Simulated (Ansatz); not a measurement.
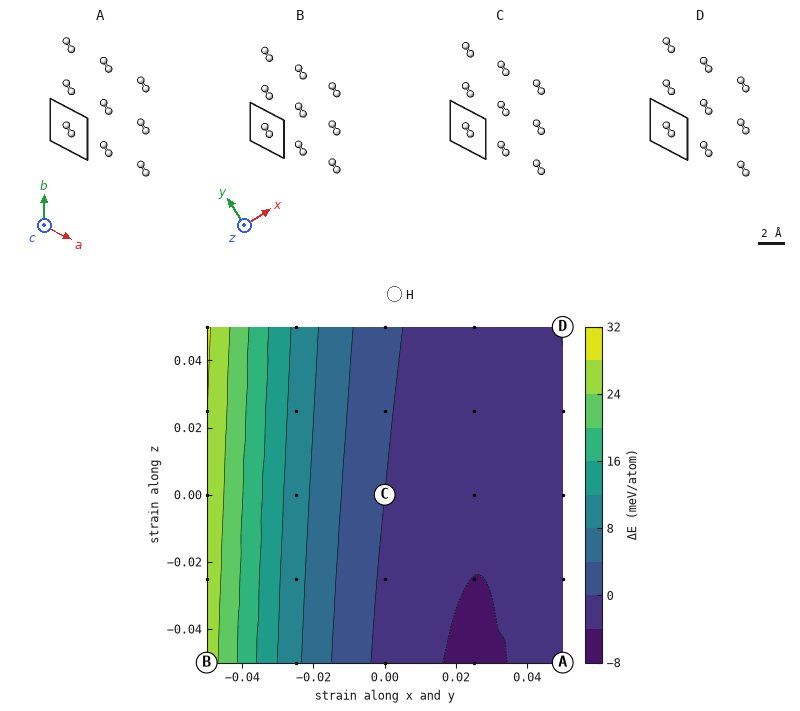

A scan of solid H (Cmcm): the cell is strained equally along x and y and separately along z, with the atoms kept at their fractional coordinates. x, y and z are the Cartesian axes of the input. The map is interpolated between the computed points (dots). The lettered frames are marked on it. The picture is a ball-and-stick view of the cell of the calculation, repeated 3 × 3 × 1 with one cell outlined, seen along the c axis.

Level of theory: DFT LDA, scalar-relativistic, plane waves, PAW (Ansatz 0.2.0). Set-up: plane-wave cutoff 420 eV; k-point mesh 8 × 8 × 4; occupations gaussian; smearing width 0.05 eV; no spin polarisation. Energies (free energies at the smearing named) are counted from the cell as listed in its source, which wasn't relaxed.

Where is the lowest point of the map, and what else does it tell?

Answer. In pairs of (strain along x and y; strain along z): the lowest computed point lies at (0.025, −0.050) (−4.5 meV/atom), the highest at (−0.050, 0.050) (28.8 meV/atom). It lies on the edge of the grid, so the true minimum may be outside the range scanned. The pressure runs from −0.8 GPa at (0.050, −0.050) to 3.5 GPa at (−0.050, −0.050). The frames lie at A (0.050, −0.050): −2.1 meV/atom, B (−0.050, −0.050): 26.3 meV/atom, C (0.000, 0.000): 0.0 meV/atom, D (0.050, 0.050): 0.1 meV/atom.

The computed points:

Rows: strain along x and y; columns: strain along z; values in meV/atom.

```tsv
	−0.050	−0.025	0.000	0.025	0.050
−0.050	26.3	26.8	27.5	28.1	28.8
−0.025	8.9	9.4	10.0	10.7	11.3
0.000	−1.1	−0.6	0.0	0.6	1.2
0.025	−4.5	−4.0	−3.4	−2.8	−2.2
0.050	−2.1	−1.6	−1.1	−0.5	0.1
```
